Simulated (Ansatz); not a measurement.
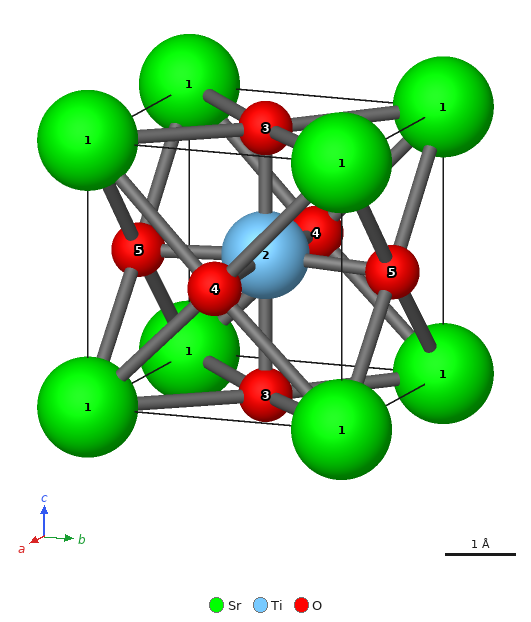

The structure (ball-and-stick view of the cell of the calculation, set on other vectors, seen slightly off an axis; atoms are numbered from 1 in the order of the input). An atom can appear more than once, as a periodic image.

Single-point calculation of SrTiO3

The run: single-point calculation of SrTiO3 (P4mm, 5 atoms in the cell). Method and program: DFT PBE, scalar-relativistic, plane waves, PAW, PAW set soft_1, no spin polarisation (Ansatz 0.2.0).

The structure derives from an entry of the Crystallography Open Database. Figures and captions count atoms from 1; the log counts them from 0 in places.

**Log**
```
Engine: ansatz 0.2.0, aarch64-unknown-linux-gnu
Pseudopotentials: kind: paw
Pseudopotential: Sr, paw, valence charge 10, recommended cutoff 420 eV (normal), [file]
Pseudopotential: Ti, paw, valence charge 12, recommended cutoff 420 eV (normal), [file]
Pseudopotential: O, paw, valence charge 6, recommended cutoff 420 eV (normal), [file]
Functional definition: PBE
  parameter kappa = 0.804
  parameter beta = 0.06672455060314922
  exchange = pbe_x(kappa = kappa, mu = beta*pi^2/3)
  correlation = pbe_c(beta = beta)
Crystal: 5 atoms, lattice volume = 60.996 Å³
Basis set: ecut = 520 eV, 1647 PW (Γ), exchange–correlation on 60×60×60 points (8 copies of the dense FFT grid, shifted against one another)
Bands: 25, of which v1, the nominal top of the filled ones, is band 20 counted from 1 (19 counted from 0)
Symmetry: 8 space group operations
Space group: P4mm (ITA 99), of the structure as read, at distance tolerance 3.9e-5 Å
k-points: 75 of 512 (time reversal used)
Non-local potential: Sr, projectors of the file, l = 0: 3, l = 1: 2, l = 2: 2
Non-local potential: Ti, projectors of the file, l = 0: 3, l = 1: 2, l = 2: 3, l = 3: 1
Non-local potential: O, projectors of the file, l = 0: 2, l = 1: 2, l = 2: 1
PAW form: soft (Blöchl's): semilocal exchange-correlation on the pseudo side does not see the compensation charge
PAW one-centre angular grid: Sr, 110 points (default); XC on 64 Gauss nodes
PAW one-centre angular grid: Ti, 590 points (default); XC on 64 Gauss nodes
PAW one-centre angular grid: O, 110 points (default); XC on 64 Gauss nodes
Initial density: superposition of atomic densities (chi_scale 0.1, normalization cell, long waves kept (reshape's long-wave potential 0.00 eV rms))
Initial wavefunctions: pseudopotential atomic-orbital guess
Functional: x = pbe(κ = 0.804, μ = 0.2195149727645171), c = pbe(β = 0.06672455060314922)
SCF iter   1: F=—  HF=-7754.670577 eV  |F-HF|=—  |Δ(HF+E_count)|=         —  Δρ=4.90e-2  dr2=1.39e0  ethr=3.10e-3  ⟨swp⟩=7.5  Hψ=9784  notcnv=0
preconditioner: auto → Resta (q_TF=auto, 2.543 Å⁻¹)  ε∞=5.2  [insulator: Δε(μ)=2.153 eV  Ē_g=12.751 eV  σ=0.050 eV  W_gap=1.00  n_scr=18 (ndim 8)  ℏωp=26.0 eV  f_vac=0.000  D(μ)=0.00/eV (n_scr^D=0)  ε∞_Penn≈5.2]
SCF iter   2: F=—  HF=-7754.561316 eV  |F-HF|=—  |Δ(HF+E_count)|=   1.09e-1  Δρ=2.81e-2  dr2=5.31e-1  ethr=3.10e-3  ⟨swp⟩=2.2  Hψ=2787  notcnv=0  defer=75
SCF iter   3: F=—  HF=-7754.525064 eV  |F-HF|=—  |Δ(HF+E_count)|=   3.63e-2  Δρ=6.57e-3  dr2=1.33e-2  ethr=1.33e-3  ⟨swp⟩=2.3  Hψ=3587  notcnv=0  defer=75
SCF iter   4: F=—  HF=-7754.530223 eV  |F-HF|=—  |Δ(HF+E_count)|=   5.16e-3  Δρ=2.49e-3  dr2=2.50e-3  ethr=3.32e-5  ⟨swp⟩=2.2  Hψ=3257  notcnv=0  defer=75
SCF iter   5: F=—  HF=-7754.531438 eV  |F-HF|=—  |Δ(HF+E_count)|=   1.22e-3  Δρ=3.58e-4  dr2=7.02e-5  ethr=6.26e-6  ⟨swp⟩=2.5  Hψ=3452  notcnv=0  defer=75
SCF iter   6: F=—  HF=-7754.531751 eV  |F-HF|=—  |Δ(HF+E_count)|=   3.13e-4  Δρ=1.20e-4  dr2=1.19e-5  ethr=1.75e-7  ⟨swp⟩=2.0  Hψ=3226  notcnv=0  defer=75
SCF iter   7: F=—  HF=-7754.531756 eV  |F-HF|=—  |Δ(HF+E_count)|=   5.46e-6  Δρ=2.84e-5  dr2=5.73e-7  ethr=2.97e-8  ⟨swp⟩=2.4  Hψ=3052  notcnv=0  defer=75
SCF iter   8: F=-7754.531757 eV  HF=-7754.531757 eV  |F-HF|=6.26e-9  |Δ(HF+E_count)|=   2.55e-7  Δρ=8.14e-6  dr2=3.34e-8  ethr=2.50e-10  ⟨swp⟩=16.8  Hψ=16797  notcnv=0
SCF 1 converged in 8 iterations: F = -7754.531757 eV  dr2 = 3.34e-8
  greatest PAW one-centre occupation: 0.999 electrons in one spin orbital (limit 2), on the Ti atom at site 1 (counted from 0), in its partial waves of l = 0
```

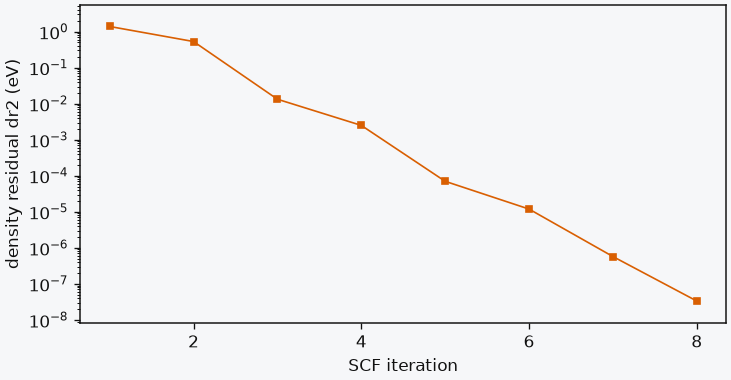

Convergence of the self-consistent field: density residual dr2 against the SCF iteration. The residual falls at every step.

```
SCF converged after 8 iterations
Free energy (F): -7754.531757 eV
Harris-Foulkes:  -7754.531757 eV  (|F-HF|=6.26e-9)
Internal energy: -7754.531757 eV  (E = F + TS)
E sigma→0 (E₀):  -7754.531757 eV
Fermi energy:    10.585892 eV
--- Per-component energies (eV) ---
  E_band       = -219.091006
  E_kinetic    = 1019.678753
  E_local      = -2489.953593  (includes V_loc(G=0)·N_el)
  E_nonlocal   = 447.087104
  E_hartree    = 862.894757
  E_xc         = -509.795186
  E_vxc        = -579.861913  (∫ρ·V_xc dr)
  E_paw        = -4217.779267  (= ΣΔE_a)
  E_vpaw       = -341.828225  (= ΣTr[D̂ρ^β])
  E_aug_tail   = 0.000600  (compensation charges beyond the density's cutoff)
  E_ewald      = -2866.664925
  E_smearing   = -0.000000  (= −TS)
  E_closure    = -0.000000  (closes the sum)
  Σ components = -7754.531757   (vs F -7754.531757, Δ=0.00e0)
--- Forces (eV/Å), atoms counted from 1 ---
  atom   1  Sr     0.05611965     0.00000000     0.00000000
  atom   2  Ti    -0.04364321    -0.00000000     0.00000000
  atom   3  O      0.06477454    -0.00000000     0.00000000
  atom   4  O     -0.03865265    -0.00000000     0.00000000
  atom   5  O     -0.03865265     0.00000000     0.00000000
  max |Σ_I F_I| component: 5.43e-5 eV/Å
--- Stress (GPa, compression-positive) ---
        1.604518       0.000000       0.000000
        0.000000       0.109451       0.000000
        0.000000       0.000000       0.109451
  P = ⅓ Tr σ = 0.6078 GPa (6.078 kbar)
--- Band table (eV; the first three rows and the last of 75) ---
  k-point 0: bands = ["-46.7949", "-23.1628", "-23.0766", "-23.0484", "-23.0484", "-7.6931", "-6.7616", "-6.7067", "-5.1514", "-5.1514", "-5.1400", "6.8387", "6.8387", "6.8522", "8.4181", "8.4181", "8.4995", "9.1817", "9.1955", "9.1955", "11.5215", "11.6883", "11.6883", "13.8830", "13.9757"]
  k-point 1: bands = ["-46.7948", "-23.1731", "-23.0767", "-23.0480", "-23.0435", "-7.7009", "-6.7554", "-6.7126", "-5.1451", "-5.1341", "-5.0515", "6.6436", "6.8305", "6.8469", "8.1933", "8.2557", "8.3819", "8.7786", "9.0733", "9.1432", "11.7035", "11.8574", "11.9316", "13.9508", "14.3610"]
  k-point 2: bands = ["-46.7945", "-23.1971", "-23.0760", "-23.0470", "-23.0333", "-7.7628", "-6.7305", "-6.6539", "-5.1298", "-5.1192", "-4.8432", "6.1593", "6.8160", "6.8397", "7.7162", "7.8746", "8.0731", "8.1235", "8.9052", "8.9846", "11.7543", "12.5263", "12.5421", "13.9554", "15.1404"]
  k-point 74: bands = ["-46.7924", "-23.1335", "-23.1078", "-23.1041", "-23.1041", "-6.4621", "-6.4029", "-6.4029", "-5.3874", "-5.3823", "-5.3823", "5.0730", "5.5660", "5.6142", "5.9605", "5.9605", "6.0101", "9.5953", "9.5953", "9.6503", "13.9930", "14.0114", "14.0114", "16.4342", "16.5326"]
```

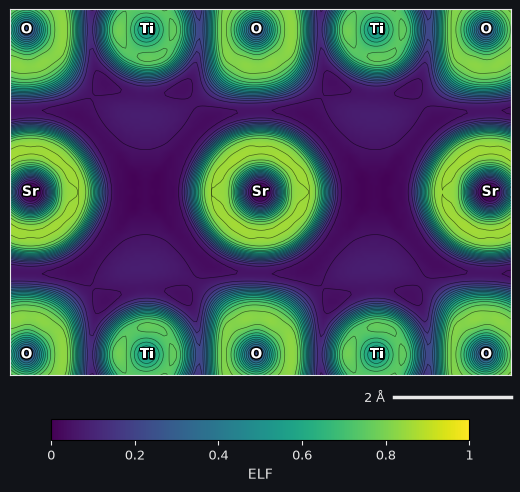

Electron localisation function on the (11̄0) plane of the conventional cell. Ti–O (1.87 Å): the ELF is about 0.25 at the midpoint. Ti–O (2.06 Å): the ELF is about 0.15 at the midpoint. The strong features right at Sr and Ti lie inside the PAW spheres (semicore, d or f shells) and say nothing about bonding. In a PAW calculation such maps are meaningful between the atoms, not at the nuclei.

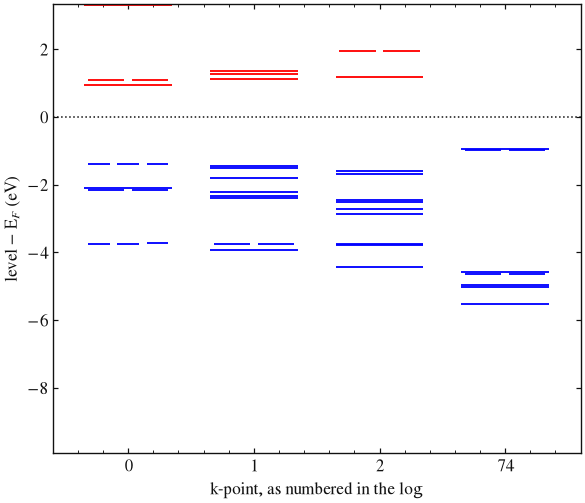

Kohn–Sham levels near the Fermi level (dotted) at the few k-points that the log prints; levels within 0.02 eV of each other stand side by side. Among these points the highest filled and lowest empty levels are 1.87 eV apart, which is the gap on the mesh.

The run was set up as follows.

**Input file**
```yaml
crystal:
  lattice:
    - [3.9364094381, 0.0, 0.0]
    - [0.0, 3.9364094381, 0.0]
    - [0.0, 0.0, 3.9364094381]
  atoms:
    - { symbol: Sr, position: [0.0020505763, 0.0, 0.0] }
    - { symbol: Ti, position: [0.5096807686, 0.5, 0.5] }
    - { symbol: O, position: [-0.0146326242, 0.5, 0.5] }
    - { symbol: O, position: [0.4872194045, 0.0, 0.5] }
    - { symbol: O, position: [0.4872194045, 0.5, 0.0] }
basis:
  ecutwfc: 520.0
kpoints:
  mp_grid: { grid: [8, 8, 8] }
hamiltonian:
  xc: pbe
  pseudopotentials: { kind: paw, azcp: { folder: soft_1 } }
scf:
  occupations: { method: gaussian, width: 0.05 }
output:
  forces: true
  stress: true
  eigenvalues: true
  write_density: true
  write_potential: true
  elf: true
  volumetric_format: npy
```

Command:
```bash
ansatz run input.yaml --threads 2 --pin off --max-ram 4096MiB --backend cpu --events-out ev --progress --plain --runs-dir out
```

**Results in brief**

```csv
quantity,value
outcome,converged
space group (tolerance 0.01 Å),P4mm (99)
electrons treated,40
free energy,−7754.5318 eV
Fermi energy,10.586 eV
gap on the k-point mesh,1.87 eV
pressure,0.61 GPa
largest force (length of the vector),0.065 eV/Å
hardware,"2 threads of Arm Neoverse N1, 98 GiB of memory available, shared host"
wall time,20 s (CPU time 40 s)
peak memory,0.4 GiB
```
